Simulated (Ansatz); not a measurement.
# Single-point calculation, with input and output: SnGe$_{2}$

SnGe$_{2}$ (I4/mcm, 6 atoms in the cell), computed with DFT PBE, scalar-relativistic, plane waves, PAW, no spin polarisation (Ansatz 0.2.0).

The structure was made by swapping elements on the sites of another compound; it need not be a known phase. It belongs to a series of runs on one base structure; here: Fe -> Sn on all its sites, cell and atoms relaxed. Figures and captions count atoms from 1; the log counts them from 0 in places.

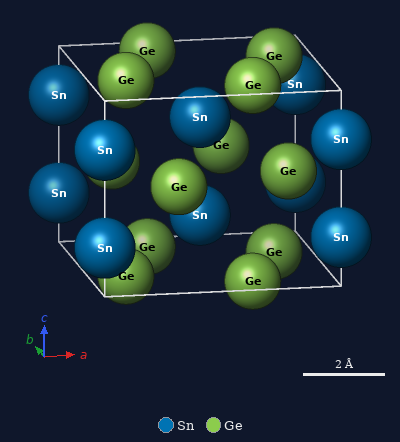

Figure 1. The structure (spheres-only view of the cell 2 times as large as that of the calculation, set on its symmetry axes, seen slightly off an axis).

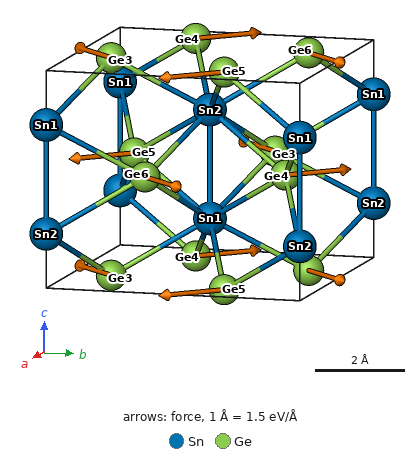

Figure 2. Forces on the atoms as orange arrows (ball-and-stick view of the cell 2 times as large as that of the calculation, set on its symmetry axes, seen slightly off an axis; atoms are numbered from 1 in the order of the input). The largest act on all 4 Ge atoms (2.57 eV/Å). The geometry is not a stationary point of this energy.

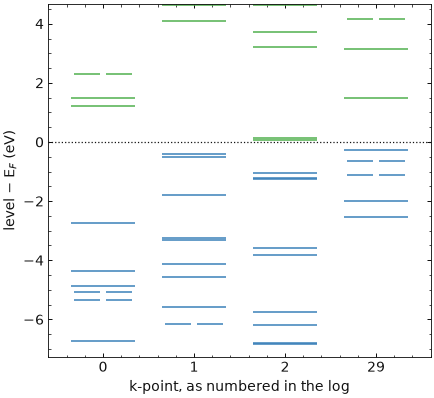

Figure 3. Kohn–Sham levels near the Fermi level (dotted) at the few k-points that the log prints; levels within 0.02 eV of each other stand side by side. The system is metallic on the full mesh.

These pictures come from the run below.

The input:
```yaml
crystal:
  lattice:
    - [-2.9925295941, 2.9925295941, 2.5015839113]
    - [2.9925295941, -2.9925295941, 2.5015839113]
    - [2.9925295941, 2.9925295941, -2.5015839113]
  atoms:
    - { symbol: Sn, position: [0.75, 0.75, 0.0] }
    - { symbol: Sn, position: [0.25, 0.25, 0.0] }
    - { symbol: Ge, position: [0.1561922679, 0.6561922679, 0.8123845358] }
    - { symbol: Ge, position: [0.3438077321, 0.1561922679, 0.5] }
    - { symbol: Ge, position: [0.6561922679, 0.8438077321, 0.5] }
    - { symbol: Ge, position: [0.8438077321, 0.3438077321, 0.1876154642] }
basis:
  ecutwfc: 420
kpoints:
  mp_grid: { grid: [6, 6, 6] }
hamiltonian:
  xc: pbe
scf:
  occupations: { method: gaussian, width: 0.1 }
output:
  forces: true
  stress: true
  eigenvalues: true
```

Launched with:
```bash
ansatz run input.yaml --threads 2 --pin off --max-ram 5120MiB --backend cpu --events-out ev --progress --plain --runs-dir out
```

What the program printed:
```
Engine: ansatz 0.2.0, aarch64-unknown-linux-gnu
Pseudopotentials: kind: paw
Pseudopotential: Sn, paw, valence charge 14, recommended cutoff 420 eV (normal), Sn.paw.azcp
Pseudopotential: Ge, paw, valence charge 14, recommended cutoff 420 eV (normal), Ge.paw.azcp
Functional definition: PBE
  parameter kappa = 0.804
  parameter beta = 0.06672455060314922
  exchange = pbe_x(kappa = kappa, mu = beta*pi^2/3)
  correlation = pbe_c(beta = beta)
Crystal: 6 atoms, lattice volume = 89.609 Å³
Basis set: ecut = 420 eV, 1745 PW (Γ), exchange–correlation on 72×72×72 points (8 copies of the dense FFT grid, shifted against one another)
Bands: 51, of which v1, the nominal top of the filled ones, is band 42 counted from 1 (41 counted from 0)
Symmetry: 16 space group operations
Space group: I4/mcm (ITA 140), of the structure as read, at distance tolerance 4.5e-5 Å
k-points: 30 of 216
Non-local potential: Sn, projectors of the file, l = 0: 2, l = 1: 2, l = 2: 2, l = 3: 2
Non-local potential: Ge, projectors of the file, l = 0: 2, l = 1: 2, l = 2: 3, l = 3: 1
PAW form: soft (Blöchl's): semilocal exchange-correlation on the pseudo side does not see the compensation charge
PAW one-centre angular grid: Sn, 590 points (default); XC on 64 Gauss nodes
PAW one-centre angular grid: Ge, 590 points (default); XC on 64 Gauss nodes
Initial density: superposition of atomic densities (neutral atoms: chi_scale 0, normalization atom), corrected by the library's trained network
Initial wavefunctions: pseudopotential atomic-orbital guess
Functional: x = pbe(κ = 0.804, μ = 0.2195149727645171), c = pbe(β = 0.06672455060314922)
SCF iter   1: F=—  HF=-29217.398047 eV  |F-HF|=—  |Δ(HF+E_count)|=         —  Δρ=2.62e-3  dr2=6.97e-3  ethr=1.77e-3  ⟨swp⟩=7.8  Hψ=6368  notcnv=0  defer=10
preconditioner: auto → Kerker (q_TF=auto, 2.699 Å⁻¹)  [metal: Δε(μ)=0.087 eV  Ē_g=22.755 eV  σ=0.100 eV  W_gap=0.42  n_scr=34 (ndim 8)  ℏωp=36.0 eV  f_vac=0.000  D(μ)=1.66/eV (n_scr^D=12)]
SCF iter   2: F=—  HF=-29217.393915 eV  |F-HF|=—  |Δ(HF+E_count)|=   4.13e-3  Δρ=1.97e-3  dr2=3.48e-3  ethr=8.29e-6  ⟨swp⟩=2.0  Hψ=2936  notcnv=0  defer=12
SCF iter   3: F=—  HF=-29217.393329 eV  |F-HF|=—  |Δ(HF+E_count)|=   5.85e-4  Δρ=1.00e-3  dr2=1.28e-3  ethr=4.14e-6  ⟨swp⟩=2.0  Hψ=2112  notcnv=0  defer=12
SCF iter   4: F=—  HF=-29217.393078 eV  |F-HF|=—  |Δ(HF+E_count)|=   2.51e-4  Δρ=4.59e-4  dr2=7.38e-5  ethr=1.52e-6  ⟨swp⟩=2.0  Hψ=1812  notcnv=0  defer=12
SCF iter   5: F=—  HF=-29217.393016 eV  |F-HF|=—  |Δ(HF+E_count)|=   6.20e-5  Δρ=1.11e-4  dr2=5.60e-6  ethr=8.79e-8  ⟨swp⟩=2.0  Hψ=2709  notcnv=0  defer=12
SCF iter   6: F=—  HF=-29217.393018 eV  |F-HF|=—  |Δ(HF+E_count)|=   1.54e-6  Δρ=1.08e-5  dr2=1.07e-7  ethr=6.67e-9  ⟨swp⟩=2.0  Hψ=2708  notcnv=0  defer=12
SCF iter   7: F=-29217.393018 eV  HF=-29217.393018 eV  |F-HF|=4.67e-9  |Δ(HF+E_count)|=   2.70e-8  Δρ=2.51e-6  dr2=7.68e-9  ethr=1.19e-10  ⟨swp⟩=8.6  Hψ=5754  notcnv=0
SCF 1 converged in 7 iterations: F = -29217.393018 eV  dr2 = 7.68e-9
  greatest PAW one-centre occupation: 0.998 electrons in one spin orbital (limit 2), on the Ge atom at site 4 (counted from 0), in its partial waves of l = 2
SCF converged after 7 iterations
Free energy (F): -29217.393018 eV
Harris-Foulkes:  -29217.393018 eV  (|F-HF|=4.67e-9)
Internal energy: -29217.384511 eV  (E = F + TS)
E sigma→0 (E₀):  -29217.388764 eV
Entropy (-TS):   -0.008507 eV (-1.418 meV/atom)
Fermi energy:    17.845795 eV
--- Per-component energies (eV) ---
  E_band       = -120.433319
  E_kinetic    = 863.823646
  E_local      = -8730.184138  (includes V_loc(G=0)·N_el)
  E_nonlocal   = 1605.406812
  E_hartree    = 4280.904246
  E_xc         = -1088.705957
  E_vxc        = -478.865604  (∫ρ·V_xc dr)
  E_paw        = -16342.916268  (= ΣΔE_a)
  E_vpaw       = -1942.421719  (= ΣTr[D̂ρ^β])
  E_aug_tail   = 0.001177  (compensation charges beyond the density's cutoff)
  E_ewald      = -9805.714028
  E_smearing   = -0.008507  (= −TS)
  E_closure    = -0.000000  (closes the sum)
  Σ components = -29217.393018   (vs F -29217.393018, Δ=0.00e0)
--- Forces (eV/Å), atoms counted from 1 ---
  atom   1  Sn    -0.00000000     0.00000000     0.00000000
  atom   2  Sn    -0.00000000     0.00000000    -0.00000000
  atom   3  Ge    -1.81519738    -1.81519738    -0.00000000
  atom   4  Ge    -1.81519738     1.81519738    -0.00000000
  atom   5  Ge     1.81519738    -1.81519738     0.00000000
  atom   6  Ge     1.81519738     1.81519738     0.00000000
  max |Σ_I F_I| component: 6.66e-16 eV/Å
--- Stress (GPa, compression-positive) ---
       68.080090       0.000000       0.000000
        0.000000      68.080090      -0.000000
        0.000000       0.000000      91.017394
  P = ⅓ Tr σ = 75.7259 GPa (757.259 kbar)
--- Band table (eV; the first three rows and the last of 30) ---
  k-point 0: bands = ["-7.4175", "-7.3953", "-7.3705", "-7.3705", "-7.3623", "-7.3360", "-7.3360", "-7.3338", "-7.3197", "-7.3111", "-7.3111", "-7.2904", "-7.2890", "-7.2865", "-7.2692", "-7.2692", "-7.2564", "-7.2172", "-7.2140", "-7.2140", "-5.9396", "-5.3461", "-5.3461", "-4.9106", "-4.8356", "-4.7295", "-4.6704", "-4.5485", "-4.5485", "-4.2095", "1.4255", "9.8912", "9.8912", "9.9938", "10.1463", "11.1243", "12.5076", "12.5076", "12.7748", "12.7748", "12.9841", "13.4704", "15.1196", "19.0483", "19.3473", "20.1429", "20.1429", "23.5873", "25.7609", "27.1001", "27.1001"]
  k-point 1: bands = ["-7.4102", "-7.4030", "-7.3758", "-7.3591", "-7.3586", "-7.3477", "-7.3385", "-7.3267", "-7.3238", "-7.3227", "-7.3041", "-7.3026", "-7.2905", "-7.2791", "-7.2710", "-7.2647", "-7.2571", "-7.2145", "-7.2141", "-7.2107", "-5.9423", "-5.3420", "-5.3418", "-4.8952", "-4.8325", "-4.7208", "-4.6784", "-4.5534", "-4.5471", "-4.2156", "1.6587", "7.7578", "9.3627", "10.2139", "10.4335", "11.6915", "11.7005", "12.2708", "13.2808", "13.7130", "14.5152", "14.5823", "16.0610", "17.3517", "17.4253", "21.9257", "22.4780", "23.4921", "24.4514", "25.0157", "26.1311"]
  k-point 2: bands = ["-7.4071", "-7.3940", "-7.3898", "-7.3637", "-7.3593", "-7.3420", "-7.3417", "-7.3292", "-7.3198", "-7.3171", "-7.3151", "-7.2974", "-7.2935", "-7.2907", "-7.2765", "-7.2724", "-7.2486", "-7.2159", "-7.2054", "-7.2038", "-5.9475", "-5.3340", "-5.3328", "-4.8646", "-4.8266", "-4.7015", "-4.6948", "-4.5649", "-4.5445", "-4.2274", "2.3369", "5.6403", "8.7413", "10.0203", "11.0010", "11.0490", "11.6567", "12.1093", "14.0251", "14.2741", "16.6039", "16.6415", "16.7850", "17.9135", "17.9722", "21.0542", "21.5651", "22.4935", "22.8397", "23.8811", "25.1094"]
  k-point 29: bands = ["-7.4045", "-7.3764", "-7.3764", "-7.3752", "-7.3588", "-7.3588", "-7.3454", "-7.3398", "-7.3283", "-7.3261", "-7.3261", "-7.3200", "-7.3185", "-7.2868", "-7.2839", "-7.2715", "-7.2022", "-7.2022", "-7.1974", "-7.1974", "-5.9610", "-5.3109", "-5.3109", "-4.8274", "-4.7874", "-4.7273", "-4.6557", "-4.5669", "-4.5669", "-4.2654", "4.7538", "5.9488", "5.9488", "7.0152", "7.4632", "8.9057", "15.3178", "15.8476", "16.7362", "16.7362", "17.1913", "17.1913", "17.5799", "19.3418", "20.9854", "21.9935", "21.9935", "22.5800", "23.3366", "23.3366", "24.4500"]
```

Key numbers:

| quantity | value |
| --- | --- |
| outcome | converged |
| space group (tolerance 0.01 Å) | I4/mcm (140) |
| electrons treated | 84 |
| free energy | −29217.3930 eV |
| Fermi energy | 17.846 eV |
| gap on the k-point mesh | none (metallic) |
| pressure | 75.73 GPa |
| largest force (length of the vector) | 2.567 eV/Å |
| hardware | 2 threads of Arm Neoverse V1, 24 GiB of memory available, shared host |
| wall time | 4.3 s (CPU time 8.5 s) |
| peak memory | 0.44 GiB |

The cell is under a pressure of 76 GPa at this level, so it is not at its equilibrium volume.
